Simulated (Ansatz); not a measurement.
# Calculations on Al49O72

## 1. Relaxation

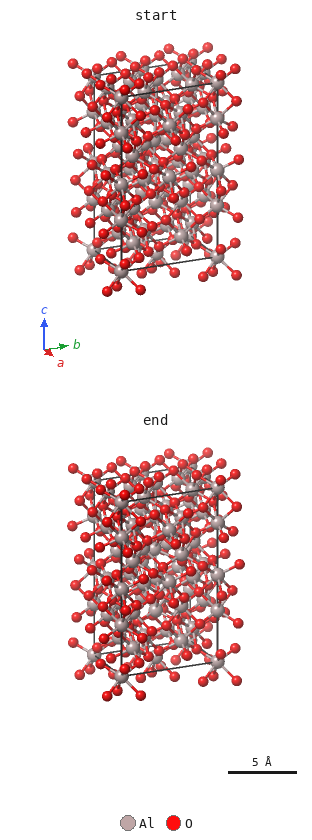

The structure of a defect cell of composition Al49O72 (cell charge +1) before (top) and after (bottom) a relaxation, at one scale.

The picture is a ball-and-stick view of the cell of the calculation (origin shifted), seen slightly off an axis.

Computed with Ansatz, DFT, PBEsol, PAW, plane waves. (plane-wave cutoff 420 eV; k-point mesh 1 × 1 × 1; mesh shifted by (0.25, 0.25, 0.25); no spin polarisation; atoms relaxed in a fixed cell; force threshold 0.03 eV/Å; at most 80 steps)

Question: What changed between the two?

Answer: The energy falls by 7.626 eV per cell of the calculation in 13 geometry steps. Largest force component: 15 eV/Å at the start, 0.014 eV/Å at the end. An Al atom moves most: 0.51 Å along [1 1 −3]. Largest moves by element: Al 0.51 Å, O 0.34 Å. The cell stays as it was. Some distances before and after: Al–O 1.882 → 2.485 Å, Al–Al 1.841 → 2.423 Å, Al–O 1.881 → 2.366 Å, Al–O 1.964 → 2.194 Å. Bonds break: Al–O (1.88 → 2.47 Å), Al–O (1.88 → 2.49 Å). Among the angles between lasting bonds that change: Al–O–Al 58.7° → 77.8°, Al–O–Al 138.6° → 120.2°, Al–O–Al 58.9° → 76.5°.

Limits of the set-up: the cell is charged, on a uniform background, and energies carry no finite-size correction.

## 2. Relaxation

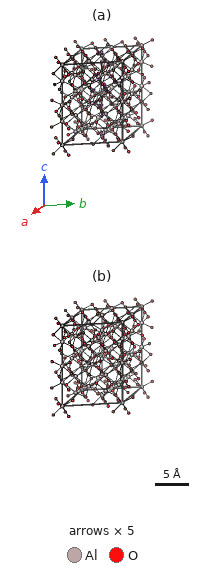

The structure of a defect cell of composition Al₄₉O₇₂ (cell charge +3) before (top) and after (bottom) a relaxation, at one scale. The purple arrows give the displacements, magnified 5 times.

A ball-and-stick model of the cell of the calculation (origin shifted), seen slightly off an axis.

These are results of Ansatz, DFT, PBEsol, PAW, plane waves, not measurements. Set-up: plane-wave cutoff 420 eV; k-point mesh 1 × 1 × 1; mesh shifted by (0.25, 0.25, 0.25); no spin polarisation; atoms relaxed in a fixed cell; force threshold 0.03 eV/Å; at most 80 steps.

Describe what moved and what it gained.

The energy falls by 11.388 eV per cell of the calculation in 4 geometry steps. The largest force component goes from 19 to 0.0034 eV/Å. The largest moves, 0.40 Å, are those of Al atoms. Largest moves by element: Al 0.40 Å, O 0.19 Å. The cell stays as it was. Near-neighbour distances that change, for instance: Al–Al 1.841 → 2.317 Å, Al–O 2.159 → 1.865 Å, Al–Al 2.025 → 2.317 Å, Al–O 2.129 → 1.864 Å. Bond angles that change, for instance: Al–O–Al 58.7° → 74.2°, Al–O–Al 59.9° → 74.2°, O–Al–O 93.2° → 81.1°.

Limits of the set-up: the cell is charged, on a uniform background, and energies carry no finite-size correction.

## 3. Defect

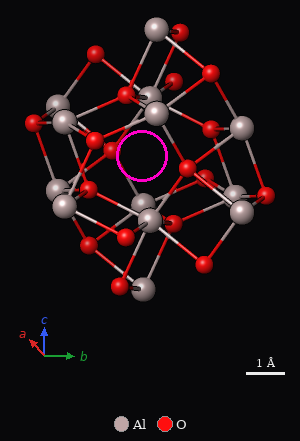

Perfect Al2O3. A ball-and-stick model of the atoms within 3.8 Å of one point, seen from a free direction.

Level of theory: Ansatz 0.2.0, DFT, PBEsol, PAW, plane waves. Set-up: plane-wave cutoff 420 eV; k-point mesh 1 × 1 × 1; mesh shifted by (0.25, 0.25, 0.25); no spin polarisation. Fermi-Dirac smearing of 0.01 eV. A uniform background neutralises the charged cell. The axes drawn are those of the host's conventional cell.

An extra aluminium atom is put between the host's atoms (an interstitial) at the ringed place, in charge state +1. The supercell has 120 sites, and the atoms are relaxed at the host's cell.

### How do the neighbours respond?

The Al atom starts with 6 O at 1.85 to 2.13 Å, 2 Al at 1.85 to 2.03 Å around its place and ends with 6 O at 1.92 to 2.28 Å, 1 Al at 2.18 Å. Of the host's atoms, an aluminium atom moves furthest from its site, by 0.50 Å. The Al atom itself moves 0.39 Å from where it was put.

The relaxed defect, seen from the same direction:

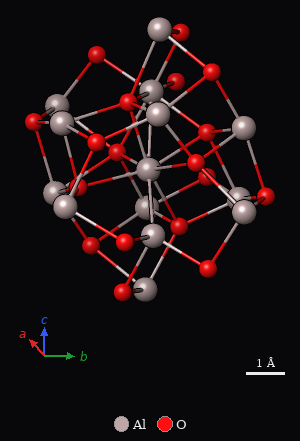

Limits of the set-up: the cell is charged, on a uniform background, and energies carry no finite-size correction.

## 4. Defect

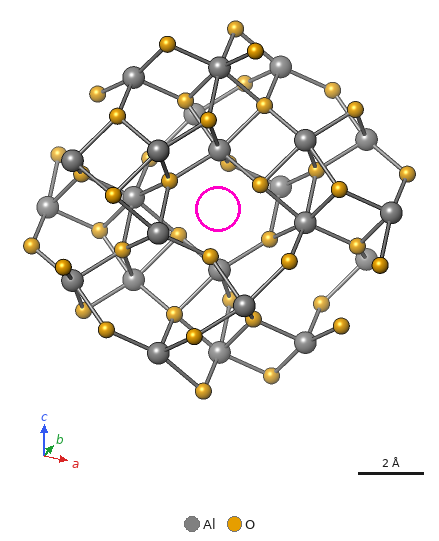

Perfect Al$_{2}$O$_{3}$. The picture is a ball-and-stick view of the atoms within 6.0 Å of one point, in a slice 5.0 Å thick across the line of sight, seen slightly off an axis.

These are results of DFT, PBEsol, PAW, plane waves (Ansatz 0.2.0), not measurements. (plane-wave cutoff 420 eV; k-point mesh 1 × 1 × 1; mesh shifted by (0.25, 0.25, 0.25); no spin polarisation) Fermi-Dirac smearing of 0.01 eV. A uniform background neutralises the charged cell. The axes drawn are those of the host's conventional cell.

An extra aluminium atom is put between the host's atoms (an interstitial) at the ringed place, in charge state +3. The supercell has 120 sites, and the atoms are relaxed at the host's cell.

Question: How do the neighbours respond?

Answer: The Al atom starts with 6 O at 1.85 to 2.13 Å, 2 Al at 1.85 to 2.03 Å around its place and ends with 6 O at 1.86 Å. Of the host's atoms, an aluminium atom moves furthest from its site, by 0.39 Å. The Al atom itself moves 0.23 Å from where it was put.

The relaxed defect, seen from the same direction:

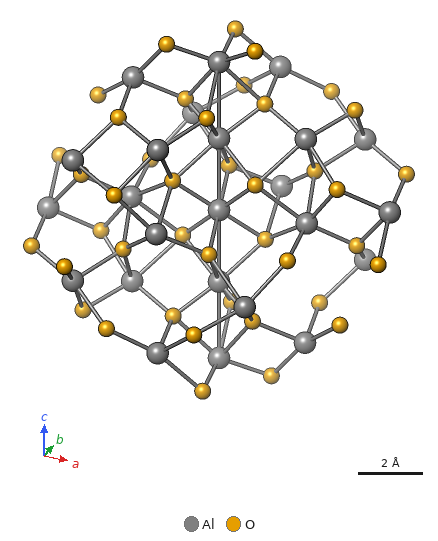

Limits of the set-up: the cell is charged, on a uniform background, and energies carry no finite-size correction.
